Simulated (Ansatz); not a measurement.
System: SiC52 (cell with a defect).

SiC52 (cell with a defect), 53 atoms, a = 7.58 Å, b = 7.58 Å, c = 7.58 Å, α = 60.00°, β = 60.00°, γ = 60.00°.

Level of theory: Ansatz, DFT PBE, scalar-relativistic, plane waves, PAW.

What can the converged valence pseudo-density and electron localisation function tell about the bonding?

Answer. C–C (1.54 Å): the density is about 1.6 e/Å³ at the midpoint; the ELF peaks at about 0.95 between the atoms.
Si–C (1.99 Å): ρ is about 0.75 e/Å³ halfway; the ELF peaks at about 0.95 between the atoms.

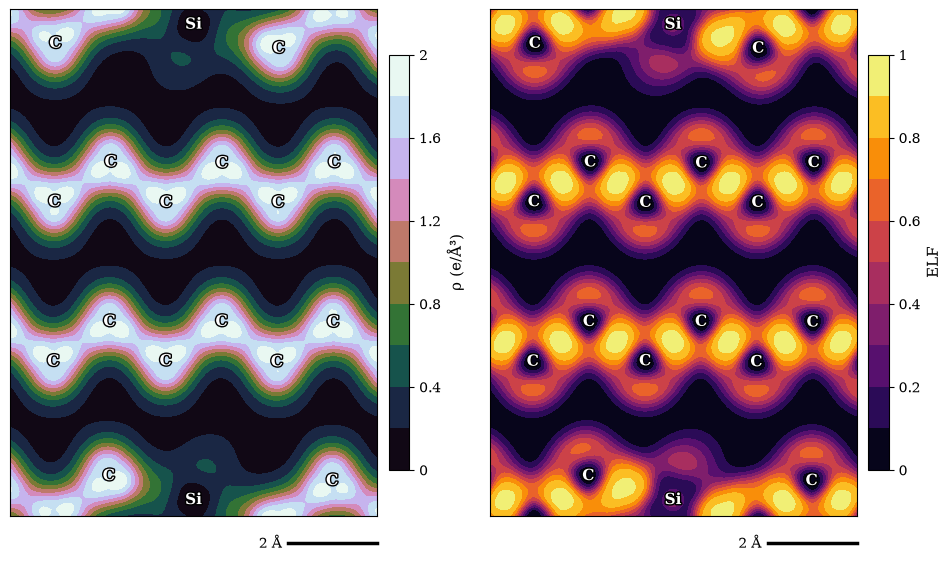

Computed valence pseudo-density and electron localisation function on the (011̄) plane of the calculation cell, in this order. 
